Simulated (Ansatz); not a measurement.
## Geometry relaxation of Zr8O17 (part 2 of 3)

Continued. System: Zr8O17 (defect cell, 25 atoms in the cell). Method: DFT PBE, scalar-relativistic, plane waves, PAW, no spin polarisation (Ansatz 0.2.0); cutoff 420 eV, 2×2×2 k-mesh, Gaussian smearing of 0.02 eV. The structure derives from a Materials Project entry. It belongs to a series of runs on one base structure; here: O_i, charge +0, atoms relaxed at the host's cell.

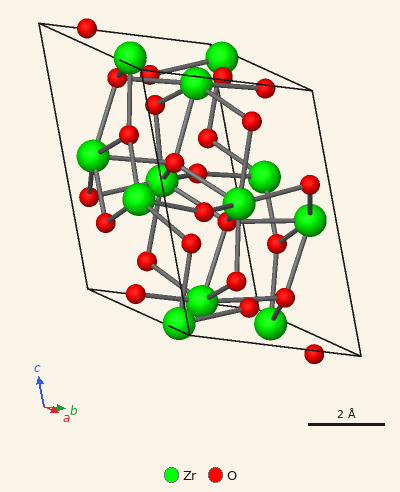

**Figure 1.** The geometry at step 17 of the log (ball-and-stick view of the cell of the calculation, seen slightly off an axis).

What the program printed, continued:
```
relax step  15: F+E_penalty+E_count = -43154.77996759 eV  Δ(F+E_penalty+E_count) = -1.056e-2 eV  max|allowed force component| = 3.121e-1 eV/Å  Δτ_max = 0.0384 Å  (6 SCF iters, dr2 threshold 2.88e-5 eV, accepted)
preconditioner: auto → Resta (q_TF=auto, 2.562 Å⁻¹)  ε∞=4.2  [insulator: Δε(μ)=3.763 eV  Ē_g=16.598 eV  σ=0.020 eV  W_gap=1.00  n_scr=76 (ndim 8)  ℏωp=29.5 eV  f_vac=0.026  D(μ)=0.00/eV (n_scr^D=0)  ε∞_Penn≈4.2]
SCF 16 converged in 5 iterations: F = -43154.788527 eV  dr2 = 2.39e-5
relax step  16: F+E_penalty+E_count = -43154.78852712 eV  Δ(F+E_penalty+E_count) = -8.560e-3 eV  max|allowed force component| = 6.284e-2 eV/Å  Δτ_max = 0.0292 Å  (5 SCF iters, dr2 threshold 2.97e-5 eV, accepted)
preconditioner: auto → Resta (q_TF=auto, 2.562 Å⁻¹)  ε∞=4.2  [insulator: Δε(μ)=3.781 eV  Ē_g=16.598 eV  σ=0.020 eV  W_gap=1.00  n_scr=76 (ndim 8)  ℏωp=29.5 eV  f_vac=0.026  D(μ)=0.00/eV (n_scr^D=0)  ε∞_Penn≈4.2]
SCF 17 converged in 7 iterations: F = -43154.789096 eV  dr2 = 4.75e-8
relax step  17: F+E_penalty+E_count = -43154.78909609 eV  Δ(F+E_penalty+E_count) = -5.690e-4 eV  max|allowed force component| = 4.663e-2 eV/Å  Δτ_max = 0.0121 Å  (7 SCF iters, accepted)
SCF iter   1: F=—  HF=-43154.789462 eV  |F-HF|=—  |Δ(HF+E_count)|=         —  Δρ=6.29e-4  dr2=4.26e-4  ethr=3.41e-6  ⟨swp⟩=2.0  Hψ=898  notcnv=0  defer=74
preconditioner: auto → Resta (q_TF=auto, 2.562 Å⁻¹)  ε∞=4.2  [insulator: Δε(μ)=3.776 eV  Ē_g=16.598 eV  σ=0.020 eV  W_gap=1.00  n_scr=76 (ndim 8)  ℏωp=29.5 eV  f_vac=0.026  D(μ)=0.00/eV (n_scr^D=0)  ε∞_Penn≈4.2]
SCF iter   2: F=—  HF=-43154.789400 eV  |F-HF|=—  |Δ(HF+E_count)|=   6.17e-5  Δρ=3.11e-4  dr2=9.75e-5  ethr=2.15e-7  ⟨swp⟩=2.0  Hψ=840  notcnv=0  defer=74
SCF iter   3: F=—  HF=-43154.789399 eV  |F-HF|=—  |Δ(HF+E_count)|=   1.64e-6  Δρ=1.32e-4  dr2=3.22e-5  ethr=4.92e-8  ⟨swp⟩=2.0  Hψ=690  notcnv=0  defer=74
SCF iter   4: F=—  HF=-43154.789394 eV  |F-HF|=—  |Δ(HF+E_count)|=   4.43e-6  Δρ=2.51e-5  dr2=1.21e-6  ethr=1.63e-8  ⟨swp⟩=2.0  Hψ=690  notcnv=0  defer=74
SCF iter   5: F=—  HF=-43154.789394 eV  |F-HF|=—  |Δ(HF+E_count)|=   2.31e-7  Δρ=1.19e-5  dr2=3.64e-7  ethr=6.09e-10  ⟨swp⟩=2.0  Hψ=714  notcnv=0  defer=74
SCF iter   6: F=-43154.789394 eV  HF=-43154.789394 eV  |F-HF|=5.49e-9  |Δ(HF+E_count)|=   4.86e-8  Δρ=3.64e-6  dr2=2.72e-8  ethr=5.05e-11  ⟨swp⟩=7.0  Hψ=2030  notcnv=0
SCF 18 converged in 6 iterations: F = -43154.789394 eV  dr2 = 2.72e-8
relax step  18: F+E_penalty+E_count = -43154.78939427 eV  Δ(F+E_penalty+E_count) = -2.982e-4 eV  max|allowed force component| = 9.627e-3 eV/Å  Δτ_max = 0.0042 Å  (6 SCF iters, accepted)
```

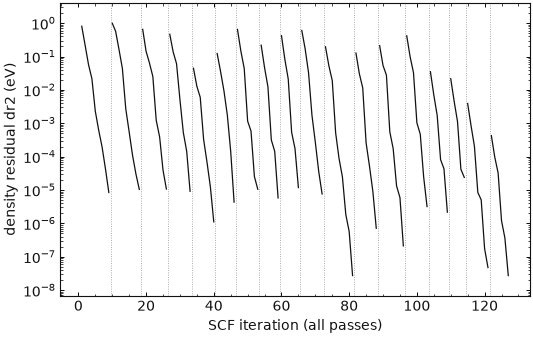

**Figure 2.** Convergence of the self-consistent field: density residual dr2 against the SCF iteration. The dotted lines part the SCF passes of the relaxation: geometry steps, rejected trials and re-solves on a re-selected basis. The 18 passes take 5 to 9 iterations each, 127 in all.

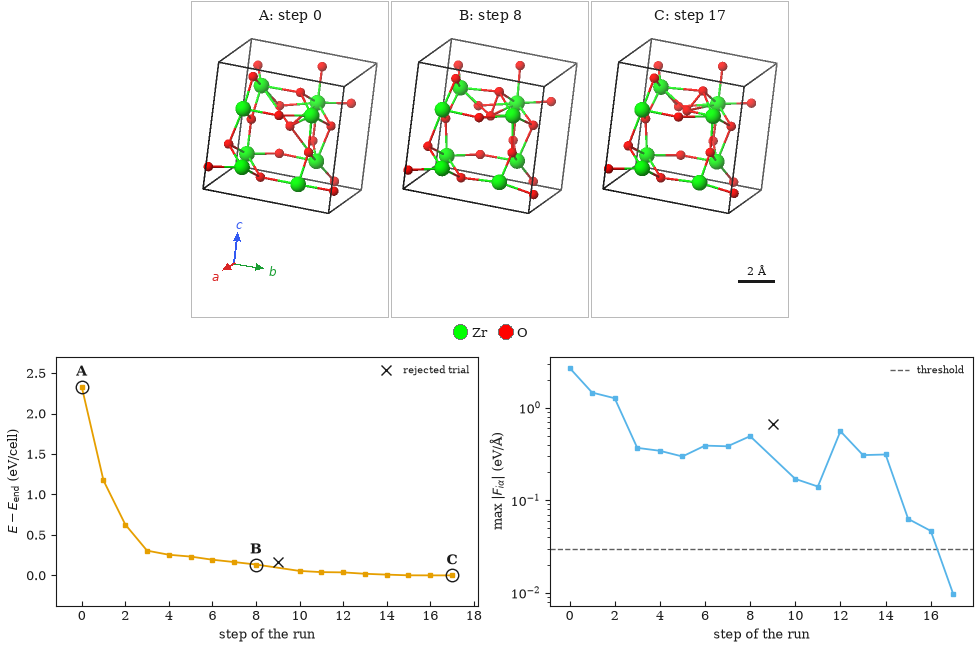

**Figure 3.** Frames of the relaxation (ball-and-stick view of the cell of the calculation (origin shifted), seen slightly off an axis) above the curves, on which the letters mark them (the first geometry is step 0 here and step 1 in the log).

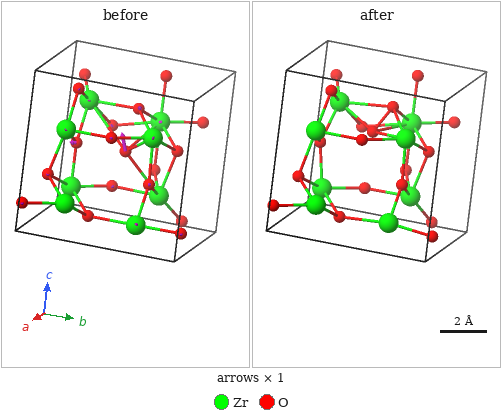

**Figure 4.** Before (left) and after (right) the relaxation, at one scale (ball-and-stick view of the cell of the calculation (origin shifted), seen slightly off an axis). The pink arrows give the displacements, at true length. After 17 geometry steps the energy has fallen by 2.332 eV per cell of the calculation. Largest force component: 2.7 eV/Å at the start, 0.0096 eV/Å at the end. The line search rejected the trial step at point 9 (counted from 0) and went back. O25 moves most: 0.88 Å. Largest moves by element: O 0.88 Å, Zr 0.13 Å. The cell doesn't change. Among the contacts that change: Zr5–O25 2.632 → 3.431 Å, Zr6–O25 2.933 → 2.171 Å, O16–O25 1.994 → 1.456 Å, Zr7–O25 1.967 → 2.118 Å. New bonds form: O16–O25 (1.99 → 1.46 Å). Bonds break: Zr5–O25 (2.63 → 3.43 Å). Among the angles that change: Zr6–O25–Zr7 109.8° → 148.0°, Zr2–O25–Zr6 73.2° → 91.0°, Zr2–O16–Zr4 107.1° → 115.4°. (Atoms are counted from 1 in the order of the input.)

```
SCF converged after 6 iterations
Free energy (F): -43154.789394 eV
Harris-Foulkes:  -43154.789394 eV  (|F-HF|=5.49e-9)
Internal energy: -43154.789394 eV  (E = F + TS)
E sigma→0 (E₀):  -43154.789394 eV
Fermi energy:    12.367416 eV
--- Per-component energies (eV) ---
  E_band       = -734.590912
  E_kinetic    = 5673.569996
  E_local      = -10457.103630  (includes V_loc(G=0)·N_el)
  E_nonlocal   = 1420.563529
  E_hartree    = 3508.373103
  E_xc         = -2567.017589
  E_vxc        = -3153.306549  (∫ρ·V_xc dr)
  E_paw        = -26308.601845  (= ΣΔE_a)
  E_vpaw       = -1235.101663  (= ΣTr[D̂ρ^β])
  E_aug_tail   = 0.042142  (compensation charges beyond the density's cutoff)
  E_ewald      = -14424.615100
  E_smearing   = -0.000000  (= −TS)
  E_closure    = -0.000000  (closes the sum)
  Σ components = -43154.789394   (vs F -43154.789394, Δ=0.00e0)
--- Forces (eV/Å), atoms counted from 1 ---
  atom   1  Zr    -0.00427290    -0.00019546    -0.00264401
  atom   2  Zr     0.00415779    -0.00202687     0.00053946
  atom   3  Zr    -0.00387729     0.00322784    -0.00962743
  atom   4  Zr     0.00153843     0.00192304    -0.00433680
  atom   5  Zr     0.00322057     0.00034914    -0.00329467
  atom   6  Zr    -0.00377643    -0.00065910    -0.00444482
  atom   7  Zr     0.00263719    -0.00221147     0.00572685
  atom   8  Zr    -0.00365300    -0.00055157     0.00206265
  atom   9  O     -0.00220585    -0.00314401    -0.00038253
  atom  10  O      0.00002403    -0.00216795     0.00217503
  atom  11  O     -0.00118619     0.00203192     0.00140465
  atom  12  O      0.00240845     0.00038907     0.00200477
  atom  13  O      0.00014792     0.00088236    -0.00009847
  atom  14  O     -0.00258778    -0.00099704     0.00169165
  atom  15  O      0.00350593     0.00256731     0.00018436
  atom  16  O      0.00022597    -0.00098306     0.00302333
  atom  17  O     -0.00177244    -0.00088822    -0.00263142
  atom  18  O      0.00141334    -0.00094073     0.00199518
  atom  19  O      0.00109503     0.00208379     0.00377033
  atom  20  O      0.00007848    -0.00131239     0.00227252
  atom  21  O      0.00913951     0.00145160     0.00129349
  atom  22  O     -0.00119570    -0.00058206    -0.00086067
  atom  23  O     -0.00285097     0.00140120    -0.00226313
  atom  24  O      0.00085891    -0.00023796    -0.00007530
  atom  25  O     -0.00324553     0.00044007     0.00250748
  max |Σ_I F_I| component: 1.73e-4 eV/Å
--- Band table (eV) ---
  k-point 0: bands = ["-37.1924", "-37.1677", "-37.1334", "-37.0668", "-37.0572", "-37.0484", "-37.0328", "-37.0244", "-15.8897", "-15.7051", "-15.6169", "-15.5594", "-15.5305", "-15.5025", "-15.4799", "-15.4459", "-15.4217", "-15.3818", "-15.3557", "-15.3477", "-15.3266", "-15.2387", "-15.1761", "-15.1635", "-15.1238", "-15.1008", "-15.0745", "-15.0589", "-15.0427", "-15.0215", "-15.0021", "-14.9825", "-10.9894", "-6.3216", "-6.2294", "-6.1446", "-5.9857", "-5.8794", "-5.7855", "-5.7368", "-5.6305", "-5.5914", "-5.4662", "-5.4198", "-5.3465", "-5.2431", "-5.2194", "-5.1801", "-4.4562", "3.8311", "4.4780", "4.7094", "5.9593", "6.0062", "6.1775", "6.2989", "6.3821", "6.4785", "6.6168", "6.6474", "6.7090", "6.7513", "6.9024", "6.9520", "7.0775", "7.2515", "7.3132", "7.4451", "7.4756", "7.5436", "7.6818", "7.8108", "7.8705", "8.0654", "8.1946", "8.3036", "8.3841", "8.5063", "8.5470", "8.6580", "8.7420", "8.7725", "8.8579", "8.9785", "9.1317", "9.1856", "9.2654", "9.3339", "9.4321", "9.4849", "9.5598", "9.6361", "9.7302", "9.7891", "9.8594", "9.9549", "10.1010", "10.1624", "10.4133", "14.2558", "14.3946", "14.6221", "14.7823", "14.9037", "15.0462", "15.1459", "15.2209", "15.4267", "15.6081", "15.6660", "15.7859", "15.8460", "15.9240", "15.9783", "16.0911", "16.2533", "16.3270", "16.4584", "16.6921", "16.8558", "17.0538", "17.2692", "17.3525", "17.3860"]
  k-point 1: bands = ["-37.1929", "-37.1679", "-37.1336", "-37.0652", "-37.0573", "-37.0493", "-37.0320", "-37.0249", "-15.9160", "-15.7053", "-15.6651", "-15.6037", "-15.5732", "-15.5426", "-15.5053", "-15.4596", "-15.4216", "-15.3852", "-15.3270", "-15.2619", "-15.2361", "-15.2049", "-15.1665", "-15.1462", "-15.1121", "-15.1007", "-15.0799", "-15.0597", "-15.0470", "-15.0174", "-15.0099", "-14.9710", "-10.9946", "-6.5738", "-6.3942", "-6.1159", "-5.9636", "-5.9422", "-5.7748", "-5.7292", "-5.6611", "-5.5166", "-5.4299", "-5.3746", "-5.2630", "-5.2180", "-5.1420", "-5.0661", "-4.4547", "3.8193", "4.4940", "4.7144", "5.9366", "6.0241", "6.1172", "6.1443", "6.2276", "6.3553", "6.5271", "6.5697", "6.6374", "6.7664", "6.8384", "7.0107", "7.1091", "7.2048", "7.3573", "7.4586", "7.6858", "7.7522", "7.8588", "7.9373", "8.0676", "8.1141", "8.1808", "8.3229", "8.4213", "8.4661", "8.5565", "8.6795", "8.7726", "8.8742", "8.9396", "8.9928", "9.0827", "9.1099", "9.1762", "9.2110", "9.3395", "9.4233", "9.4796", "9.6067", "9.6789", "9.8221", "9.9357", "10.0131", "10.1076", "10.2700", "10.3773", "14.3107", "14.4331", "14.6653", "14.7866", "14.8845", "14.9825", "15.1086", "15.3090", "15.3753", "15.4094", "15.4981", "15.6708", "15.7822", "15.9331", "16.0334", "16.1229", "16.2360", "16.3751", "16.5697", "16.6345", "16.7556", "16.9119", "17.0101", "17.2040", "17.3366"]
  k-point 2: bands = ["-37.1931", "-37.1685", "-37.1321", "-37.0709", "-37.0531", "-37.0453", "-37.0357", "-37.0244", "-16.0396", "-15.6780", "-15.6349", "-15.6015", "-15.5623", "-15.5278", "-15.5103", "-15.4229", "-15.3888", "-15.3590", "-15.3096", "-15.2747", "-15.2589", "-15.2103", "-15.1690", "-15.1464", "-15.1312", "-15.0814", "-15.0695", "-15.0605", "-15.0444", "-15.0357", "-14.9929", "-14.9790", "-11.0658", "-6.5442", "-6.2466", "-6.0497", "-6.0066", "-5.9307", "-5.8597", "-5.8261", "-5.6186", "-5.5796", "-5.4224", "-5.3583", "-5.3090", "-5.1914", "-5.1109", "-5.0646", "-4.4487", "3.8433", "4.4707", "4.6306", "6.0047", "6.0989", "6.1568", "6.2362", "6.2690", "6.4356", "6.5073", "6.5665", "6.6726", "6.7587", "6.8711", "6.9991", "7.1285", "7.2202", "7.2843", "7.3589", "7.4166", "7.6547", "7.7841", "7.9325", "8.0308", "8.0841", "8.1981", "8.2984", "8.4799", "8.5339", "8.5884", "8.6810", "8.7580", "8.8186", "8.9019", "8.9723", "9.0329", "9.1073", "9.1469", "9.2607", "9.3267", "9.4846", "9.5620", "9.6526", "9.6903", "9.8404", "9.8625", "10.0327", "10.1543", "10.2156", "10.4772", "14.3256", "14.4467", "14.7172", "14.7785", "14.9066", "15.0061", "15.1005", "15.2456", "15.3762", "15.5088", "15.5525", "15.6549", "15.7863", "15.8959", "16.0567", "16.1476", "16.2250", "16.4285", "16.4978", "16.6014", "16.8148", "16.9935", "17.1405", "17.2176", "17.4055"]
  k-point 3: bands = ["-37.1935", "-37.1687", "-37.1323", "-37.0696", "-37.0537", "-37.0452", "-37.0352", "-37.0247", "-16.0500", "-15.7175", "-15.6576", "-15.6227", "-15.5982", "-15.5726", "-15.5408", "-15.4498", "-15.3576", "-15.3135", "-15.2854", "-15.2245", "-15.2119", "-15.1947", "-15.1530", "-15.1299", "-15.1133", "-15.0837", "-15.0735", "-15.0560", "-15.0494", "-15.0267", "-15.0000", "-14.9752", "-11.0711", "-6.7076", "-6.3402", "-6.1959", "-6.0300", "-5.9156", "-5.8812", "-5.8234", "-5.6749", "-5.4482", "-5.2894", "-5.2766", "-5.2253", "-5.1815", "-5.0810", "-5.0534", "-4.4253", "3.8336", "4.4569", "4.5984", "5.8958", "5.9240", "6.1006", "6.2850", "6.2953", "6.4223", "6.4866", "6.6206", "6.6684", "6.7911", "6.8912", "7.0615", "7.1555", "7.2313", "7.3081", "7.4475", "7.5759", "7.7033", "7.7552", "7.8665", "7.9239", "8.1184", "8.1495", "8.2551", "8.3571", "8.4350", "8.4970", "8.5606", "8.7301", "8.8916", "8.9465", "9.0487", "9.1087", "9.1832", "9.2998", "9.3522", "9.3937", "9.5354", "9.6093", "9.6323", "9.7431", "9.8272", "9.8686", "9.9427", "10.1394", "10.3337", "10.4791", "14.3000", "14.4312", "14.5370", "14.6472", "14.9206", "15.0590", "15.1867", "15.2352", "15.2780", "15.4633", "15.6328", "15.6707", "15.7731", "15.9026", "15.9707", "16.0622", "16.2422", "16.4974", "16.5553", "16.6183", "16.7749", "16.8239", "16.9058", "17.0895", "17.1631"]
--- Relaxed structure (18 steps of the walk, 17 accepted, 0 SCFs on fresh bases) ---
  F+E_penalty+E_count = -43154.78939427 eV   max|allowed force component| = 9.627e-3 eV/Å
  atoms:
    - { symbol: Zr, position: [0.2088333457818312, 0.4461220495704899, 0.4792389459879522] }
    - { symbol: Zr, position: [0.19532863786945104, 0.945513952699903, 0.9771237879772792] }
    - { symbol: Zr, position: [0.7042977287442106, 0.48054751659566297, 0.9344202035920002] }
    - { symbol: Zr, position: [0.7214543492385539, 1.0011281097584288, 0.4629746263758167] }
    - { symbol: Zr, position: [0.29161917785253255, 0.015063883135369383, 0.5517275346649011] }
    - { symbol: Zr, position: [0.28605444911750366, 0.5076408122814571, 0.042205669932939976] }
    - { symbol: Zr, position: [0.8013921071467677, 0.060485108366407025, 0.01439653313512318] }
    - { symbol: Zr, position: [0.7889481047328785, 0.5565689626399929, 0.5027304340514055] }
    - { symbol: O, position: [0.15336427108068218, 0.6960246636275235, 0.5162336755195246] }
    - { symbol: O, position: [0.15261187366557713, 0.196369624916632, 0.02304314973967541] }
    - { symbol: O, position: [0.6673055112461062, 0.041994892595098476, 0.6992820016238573] }
    - { symbol: O, position: [0.6510483907232558, 0.5321768146954736, 0.1839634194477849] }
    - { symbol: O, position: [0.9799445869912248, 0.3952946582875545, 0.13146949012737996] }
    - { symbol: O, position: [0.980151360614991, 0.894333793072557, 0.6341273822843847] }
    - { symbol: O, position: [0.5214857479239653, 0.36443475999633856, 0.5945000367921568] }
    - { symbol: O, position: [0.5014266033619, 0.8882303958289623, 0.1244295609521287] }
    - { symbol: O, position: [0.4824536700574377, 0.1381484933036548, 0.8893539970524051] }
    - { symbol: O, position: [0.481121377130112, 0.6390479374135676, 0.38740500105518894] }
    - { symbol: O, position: [0.014987404571332805, 0.10145779226400471, 0.3563407412743248] }
    - { symbol: O, position: [0.011447925127985339, 0.5996546846688205, 0.854883228132658] }
    - { symbol: O, position: [0.31898430343672496, 0.42579653405418183, 0.782079830283967] }
    - { symbol: O, position: [0.35181070366785794, 0.9828782016439432, 0.30834188426436215] }
    - { symbol: O, position: [0.8535183365391932, 0.804823004561689, 0.9677960642533262] }
    - { symbol: O, position: [0.8430173641127633, 0.308030947210959, 0.46095609777817437] }
    - { symbol: O, position: [0.4711947691651613, 0.7762436224113276, 0.9418035006012828] }
```
